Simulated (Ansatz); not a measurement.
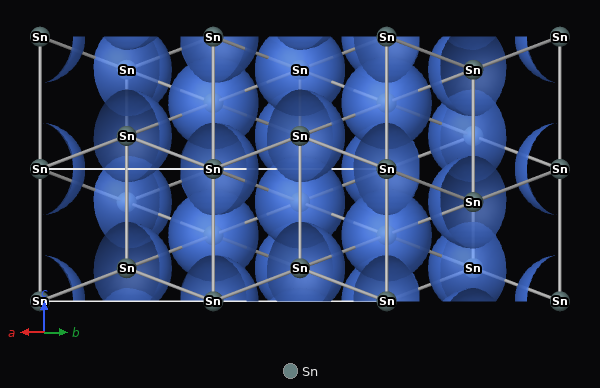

Figure 1: Sn. Isosurface of the valence pseudo-density at 0.4 e/Å³ (blue), seen along [110]. Sticks mark near contacts.

Space group I4₁/amd; a structure from a database of computed crystals, not necessarily the ambient phase; computed pressure about 2 GPa in this cell.

Method: Kohn-Sham DFT of a periodic cell, PBEsol, Ansatz PAW (Ansatz 0.2.0).

```yaml
crystal:
  lattice:
    - [5.77640, 0.00000, 0.00000]
    - [0.00000, 5.77640, 0.00000]
    - [0.00000, 0.00000, 3.11736]
  atoms:
    - { symbol: Sn, position: [0.00000, 0.00000, 0.00000] }
    - { symbol: Sn, position: [0.50000, 0.50000, 0.50000] }
    - { symbol: Sn, position: [0.00000, 0.50000, 0.25000] }
    - { symbol: Sn, position: [0.50000, 0.00000, 0.75000] }
```

How is the density connected at this value?

At this value the density breaks into separate islands; it holds about 75 % of the electrons treated as valence (semicore included). It bridges none of the near contacts. It is pinched off along the sampled Sn–Sn (2.99 Å) and Sn–Sn (3.12 Å) contacts. On the grid the lowest density along these lines, outside the cores, is 0.26 e/Å³ (Sn–Sn, 2.99 Å) and 0.21 e/Å³ (Sn–Sn, 3.12 Å).

Does the calculation give a band gap?

It is metallic or semimetallic at this level of theory: no gap opens.
